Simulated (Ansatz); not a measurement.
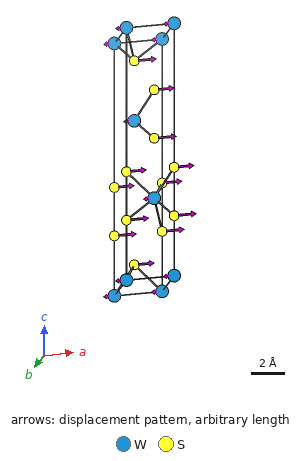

Lattice vibrations of a crystal of WS₂ relaxed at 18 GPa, at the zone centre. The optical levels lie at 328 (×2), 374 (×2), 453, 469 cm⁻¹. One mode is drawn. The purple arrows give the relative displacements of the atoms. Style: ball-and-stick. Shown: the conventional cell (3 times the calculation's cell), from a free direction. Lengths and directions refer to the drawn axes.

Level of theory: DFT PBEsol, scalar-relativistic, plane waves, PAW in Ansatz 0.2.0. (plane-wave cutoff 420 eV; k-point mesh 12 × 12 × 12; occupations gaussian; smearing width 0.01 eV; target pressure 18 GPa; no spin polarisation)

Frequencies are those without the non-analytic (LO–TO) term.

Question: Which of these frequencies is the drawn mode's?

Answer: The level at 374 cm⁻¹. This is the E mode (doubly degenerate; one member of the set is drawn), optical level 2 of 4, counted from below, infrared- and Raman-active by symmetry. All motion is along a; the kinetic energy is shared as S 74 %, W 26 %.

Limits of the set-up: layers or molecules are held without a dispersion correction, so their spacing is unreliable.
